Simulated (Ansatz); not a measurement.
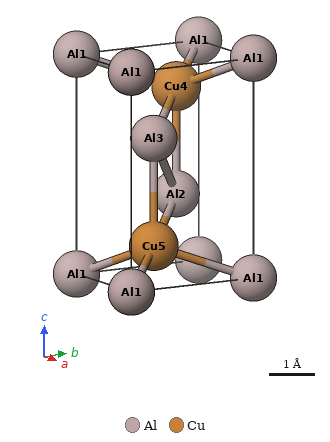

Figure 1. The structure as given in the input (ball-and-stick view of the cell of the calculation, seen slightly off an axis; atoms are numbered from 1 in the order of the input). An atom can appear more than once, as a periodic image.

## Single-point calculation of Al3Cu2

The run: single-point calculation of Al3Cu2 (P-3m1, 5 atoms in the cell). Method and program: DFT PBEsol, scalar-relativistic, plane waves, PAW, no spin polarisation (Ansatz 0.2.0).

The structure derives from a Materials Project entry. Figures and captions count atoms from 1; the log counts them from 0 in places.

The program's output:
```
Engine: ansatz 0.2.0, x86_64-unknown-linux-gnu
Pseudopotentials: kind: paw
Pseudopotential: Al, paw, valence charge 3, recommended cutoff 420 eV (normal), Al.paw.azcp
Pseudopotential: Cu, paw, valence charge 19, recommended cutoff 420 eV (normal), Cu.paw.azcp
Functional definition: PBEsol
  exchange = pbesol_x
  correlation = pbesol_c
Crystal: 5 atoms, lattice volume = 72.399 Å³
Basis set: ecut = 420 eV, 1397 PW (Γ), exchange–correlation on 60×60×72 points (8 copies of the dense FFT grid, shifted against one another)
Bands: 29, of which v1, the nominal top of the filled ones, is band 24 counted from 1 (23 counted from 0)
Symmetry: 12 space group operations
Space group: P-3m1 (ITA 164), of the structure as read, at distance tolerance 4.2e-5 Å
k-points: 24 of 144
Non-local potential: Al, projectors of the file, l = 0: 2, l = 1: 2, l = 2: 1
Non-local potential: Cu, projectors of the file, l = 0: 3, l = 1: 2, l = 2: 3, l = 3: 1
PAW form: soft (Blöchl's): semilocal exchange-correlation on the pseudo side does not see the compensation charge
PAW frozen core: Al, regenerated for the run's functional, and the local potential with it (the file was generated under x = pbe(κ = 0.804, μ = 0.2195149727645171), c = pbe(β = 0.06672455060314922))
PAW frozen core: Cu, regenerated for the run's functional, and the local potential with it (the file was generated under x = pbe(κ = 0.804, μ = 0.2195149727645171), c = pbe(β = 0.06672455060314922))
PAW one-centre angular grid: Al, 110 points (default); XC on 64 Gauss nodes
PAW one-centre angular grid: Cu, 590 points (default); XC on 64 Gauss nodes
Initial density: superposition of atomic densities (neutral atoms: chi_scale 0, normalization atom), corrected by the library's trained network
Initial wavefunctions: pseudopotential atomic-orbital guess
Functional: x = pbesol(κ = 0.804, μ = 0.12345679012345678), c = pbesol(β = 0.046)
SCF iter   1: F=—  HF=-14752.031039 eV  |F-HF|=—  |Δ(HF+E_count)|=         —  Δρ=1.19e-2  dr2=6.18e-2  ethr=1.77e-3  ⟨swp⟩=6.2  Hψ=3112  notcnv=0
preconditioner: auto → Kerker (q_TF=auto, 2.539 Å⁻¹)  [metal: Δε(μ)=0.033 eV  Ē_g=7.582 eV  σ=0.100 eV  W_gap=0.18  n_scr=22 (ndim 8)  ℏωp=24.3 eV  f_vac=0.001  D(μ)=2.18/eV (n_scr^D=20)]
SCF iter   2: F=—  HF=-14752.020025 eV  |F-HF|=—  |Δ(HF+E_count)|=   1.10e-2  Δρ=1.42e-3  dr2=2.12e-3  ethr=1.31e-4  ⟨swp⟩=2.0  Hψ=1277  notcnv=0  defer=21
SCF iter   3: F=—  HF=-14752.019220 eV  |F-HF|=—  |Δ(HF+E_count)|=   8.05e-4  Δρ=1.48e-3  dr2=2.03e-3  ethr=4.52e-6  ⟨swp⟩=2.0  Hψ=941  notcnv=0  defer=21
SCF iter   4: F=—  HF=-14752.018857 eV  |F-HF|=—  |Δ(HF+E_count)|=   3.63e-4  Δρ=6.68e-4  dr2=5.11e-4  ethr=4.31e-6  ⟨swp⟩=1.0  Hψ=670  notcnv=0  defer=21
SCF iter   5: F=—  HF=-14752.018757 eV  |F-HF|=—  |Δ(HF+E_count)|=   9.97e-5  Δρ=1.86e-4  dr2=4.49e-5  ethr=1.09e-6  ⟨swp⟩=1.8  Hψ=783  notcnv=0  defer=21
SCF iter   6: F=—  HF=-14752.018747 eV  |F-HF|=—  |Δ(HF+E_count)|=   1.03e-5  Δρ=4.20e-5  dr2=2.55e-6  ethr=9.56e-8  ⟨swp⟩=2.2  Hψ=992  notcnv=0  defer=21
SCF iter   7: F=-14752.018746 eV  HF=-14752.018746 eV  |F-HF|=3.96e-8  |Δ(HF+E_count)|=   5.05e-7  Δρ=9.30e-6  dr2=7.04e-8  ethr=2.13e-10  ⟨swp⟩=6.5  Hψ=3400  notcnv=0
SCF 1 converged in 7 iterations: F = -14752.018746 eV  dr2 = 7.04e-8
  greatest PAW one-centre occupation: 1.000 electrons in one spin orbital (limit 2), on the Cu atom at site 4 (counted from 0), in its partial waves of l = 0
```

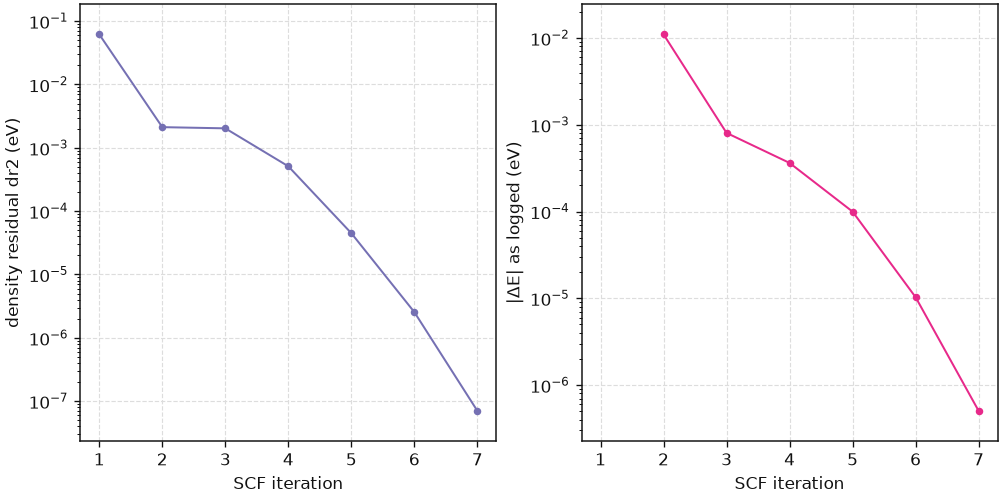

Figure 2. Convergence of the self-consistent field: density residual dr2 and size of the energy change against the SCF iteration. The residual falls at every step.

```
SCF converged after 7 iterations
Free energy (F): -14752.018746 eV
Harris-Foulkes:  -14752.018746 eV  (|F-HF|=3.96e-8)
Internal energy: -14752.007541 eV  (E = F + TS)
E sigma→0 (E₀):  -14752.013143 eV
Entropy (-TS):   -0.011206 eV (-2.241 meV/atom)
Fermi energy:    11.232207 eV
--- Per-component energies (eV) ---
  E_band       = -931.799022
  E_kinetic    = 672.176399
  E_local      = -11608.778919  (includes V_loc(G=0)·N_el)
  E_nonlocal   = 802.916587
  E_hartree    = 5209.029581
  E_xc         = -299.392890
  E_vxc        = -322.475224  (∫ρ·V_xc dr)
  E_paw        = -4608.110305  (= ΣΔE_a)
  E_vpaw       = -893.708367  (= ΣTr[D̂ρ^β])
  E_aug_tail   = 0.000493  (compensation charges beyond the density's cutoff)
  E_ewald      = -4920.318308
  E_core_change = 0.469821  (= ΣΔE_core)
  E_smearing   = -0.011206  (= −TS)
  E_closure    = 0.000000  (closes the sum)
  Σ components = -14752.018746   (vs F -14752.018746, Δ=0.00e0)
--- Forces (eV/Å), atoms counted from 1 ---
  atom   1  Al     0.00000000    -0.00000000     0.00000000
  atom   2  Al     0.00000000    -0.00000000    -0.01860087
  atom   3  Al     0.00000000     0.00000000     0.01860087
  atom   4  Cu     0.00000000    -0.00000000     0.07380378
  atom   5  Cu    -0.00000000     0.00000000    -0.07380378
  max |Σ_I F_I| component: 1.39e-17 eV/Å
--- Stress (GPa, compression-positive) ---
       -0.277905       0.000000      -0.000000
        0.000000      -0.277905      -0.000000
       -0.000000       0.000000       0.989958
  P = ⅓ Tr σ = 0.1447 GPa (1.447 kbar)
--- Band table (eV; the first three rows and the last of 24) ---
  k-point 0: bands = ["-102.7298", "-102.7285", "-60.2427", "-60.2377", "-60.2377", "-60.2369", "-60.2312", "-60.2312", "-0.0183", "4.8186", "5.3575", "5.9276", "5.9276", "6.2872", "6.2872", "6.7716", "6.7716", "7.1728", "7.1728", "7.6035", "7.6496", "11.0916", "11.0916", "12.6348", "12.6348", "13.8044", "14.1774", "16.5873", "16.5873"]
  k-point 1: bands = ["-102.7298", "-102.7285", "-60.2427", "-60.2377", "-60.2377", "-60.2369", "-60.2312", "-60.2312", "0.3299", "3.3326", "5.7550", "5.8843", "5.8843", "6.2574", "6.2574", "6.8514", "6.8514", "6.9569", "7.1663", "7.1663", "10.0765", "11.4869", "11.4869", "12.8137", "12.8137", "13.8887", "14.3742", "14.7370", "14.7370"]
  k-point 2: bands = ["-102.7298", "-102.7285", "-60.2427", "-60.2377", "-60.2377", "-60.2370", "-60.2312", "-60.2312", "1.0174", "2.0392", "5.8470", "5.8470", "5.8703", "6.2255", "6.2255", "6.8769", "6.9535", "6.9535", "7.1335", "7.1335", "12.4636", "12.4636", "12.5914", "12.5914", "13.0263", "13.7307", "13.7307", "13.7526", "14.5045"]
  k-point 23: bands = ["-102.7291", "-102.7291", "-60.2420", "-60.2420", "-60.2387", "-60.2324", "-60.2324", "-60.2304", "4.4492", "4.5727", "4.5727", "4.9702", "4.9702", "5.8138", "6.4954", "6.4954", "6.5157", "6.8574", "7.1426", "7.1426", "7.4389", "7.4900", "7.4900", "8.8463", "16.0122", "16.4030", "16.4030", "17.2554", "17.2554"]
```

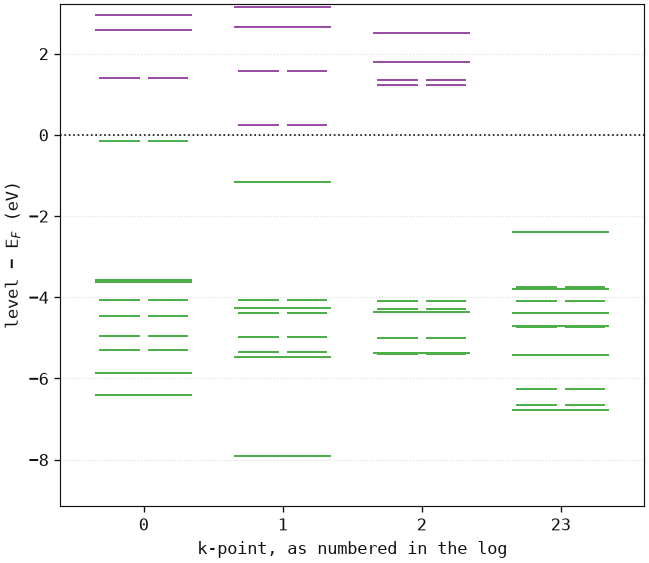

Figure 3. Kohn–Sham levels near the Fermi level (dotted) at the few k-points that the log prints; levels within 0.02 eV of each other stand side by side. The system is metallic on the full mesh.

This output came from the following input.

Input:
```yaml
crystal:
  lattice:
    - [4.0919516368, 0.0, 0.0]
    - [-2.0459758184, 3.5437340685, 0.0]
    - [0.0, 0.0, 4.9927787]
  atoms:
    - { symbol: Al, position: [0.0, 0.0, 0.0] }
    - { symbol: Al, position: [0.33333333, 0.66666667, 0.34992535] }
    - { symbol: Al, position: [0.66666667, 0.33333333, 0.65007465] }
    - { symbol: Cu, position: [0.33333333, 0.66666667, 0.83951213] }
    - { symbol: Cu, position: [0.66666667, 0.33333333, 0.16048787] }
basis:
  ecutwfc: 420
kpoints:
  mp_grid: { grid: [6, 6, 4] }
hamiltonian:
  xc: pbesol
scf:
  occupations: { method: gaussian, width: 0.1 }
output:
  forces: true
  stress: true
  eigenvalues: true
```

Launched with:
```bash
ansatz run input.yaml --threads 4 --pin off --max-ram 12288MiB --backend cpu --events-out ev --progress --plain --runs-dir out
```

Summary:

```json
{"quantity": "outcome", "value": "converged"}
{"quantity": "space group (tolerance 0.01 Å)", "value": "P-3m1 (164)"}
{"quantity": "electrons treated", "value": "47"}
{"quantity": "free energy", "value": "−14752.0187 eV"}
{"quantity": "Fermi energy", "value": "11.232 eV"}
{"quantity": "gap on the k-point mesh", "value": "none (metallic)"}
{"quantity": "pressure", "value": "0.14 GPa"}
{"quantity": "largest force (length of the vector)", "value": "0.074 eV/Å"}
{"quantity": "hardware", "value": "4 threads of AMD EPYC (Zen 3), 144 GiB of memory available, shared host"}
{"quantity": "wall time", "value": "1.3 s (CPU time 3.8 s)"}
{"quantity": "peak memory", "value": "0.45 GiB"}
```
